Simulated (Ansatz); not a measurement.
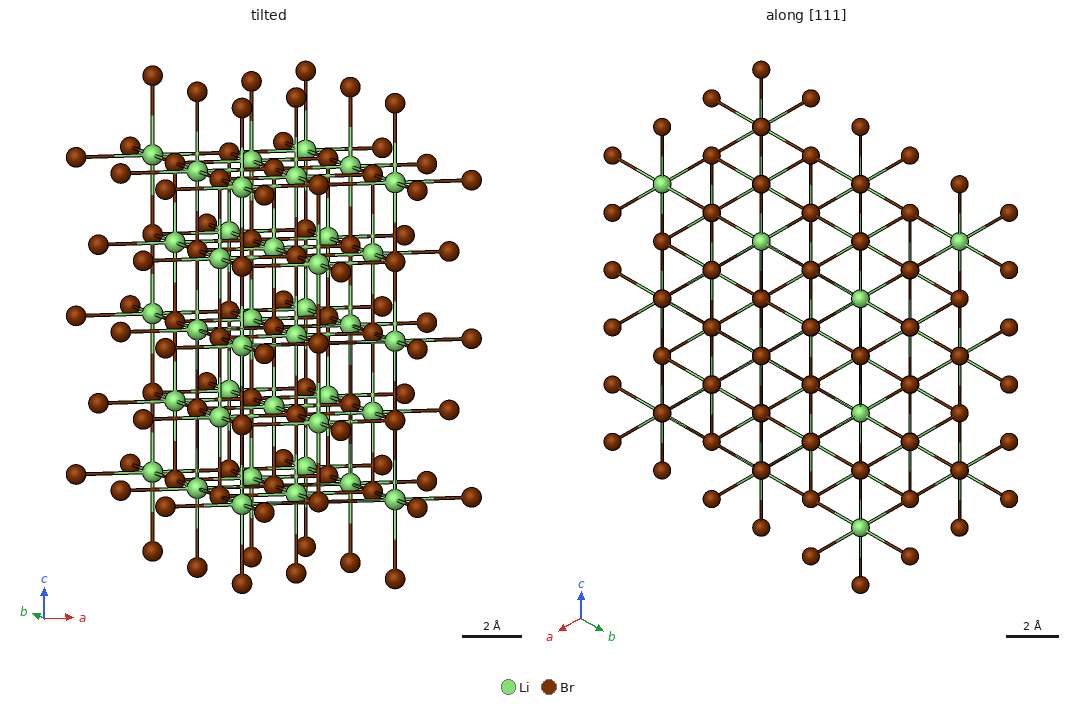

Crystal structure, ball-and-stick style, seen slightly off an axis and along [111]. The structure is repeated 1×2×2 times; solid lines mark one conventional unit cell. A few atoms beyond the faces are included. Cell: a = 5.445 Å, b = 5.445 Å, c = 5.445 Å, α = 90.00°, β = 90.00°, γ = 90.00°.

The solid is LiBr. It belongs to space group Fm-3m (No. 225) and has a face-centred cubic lattice. The arrangement is known as rock salt (NaCl type). Atoms per cell: 8 (4 Li, 4 Br). Li is coordinated by six Br in an octahedral arrangement at about 2.7 Å. Br bonds to six Li in an octahedral arrangement at about 2.7 Å. The bonds build a three-dimensional framework.

Starting structure: a structure listed in the Materials Project. Earlier steps of the study may have refined or changed the cell and positions. A calculation with Ansatz used it as input.
